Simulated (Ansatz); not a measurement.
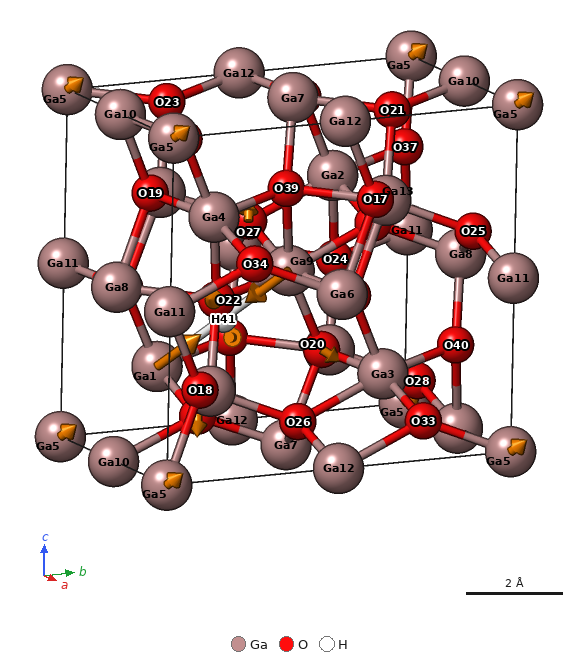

A relaxation of a defect cell of composition Ga16HO24 (cell charge −1). The starting structure is drawn; orange arrows show the displacements, 5 times their true length.

Style: ball-and-stick. Shown: the cell of the calculation (origin shifted), slightly off an axis.

Case: H interstitial, charge -1, atoms relaxed at the host's cell.

Computed with DFT PBE, scalar-relativistic, plane waves, PAW in Ansatz. (plane-wave cutoff 420 eV; k-point mesh 2 × 2 × 2; occupations gaussian; smearing width 0.01 eV; mesh shifted by (0.5, 0.5, 0.5); no spin polarisation; atoms relaxed in a fixed cell; force threshold 0.025 eV/Å; at most 45 steps)

**What did the optimiser do to the structure, and how much energy did it gain?**

The largest moves, 0.27 Å, are those of Ga atoms. By element the largest moves are Ga 0.27 Å, O 0.10 Å. H stays in place. The cell doesn't change. Some distances before and after: Ga–H 1.968 → 1.703 Å, Ga–O 2.096 → 2.259 Å, Ga–O 2.078 → 2.032 Å, Ga–O 2.103 → 2.060 Å. Bond angles that change, for instance: O–Ga–O 160.4° → 147.4°, O–Ga–O 104.8° → 113.6°, Ga–O–Ga 129.4° → 121.6°. Over 5 geometry steps the energy falls by 0.859 eV per cell of the calculation. Largest force component: 1.5 eV/Å at the start, 0.013 eV/Å at the end.

Limits of the set-up: the periodic images lie only 7.4 Å apart, so the values are limited by the cell's size; the cell is charged, on a uniform background, and energies carry no finite-size correction.
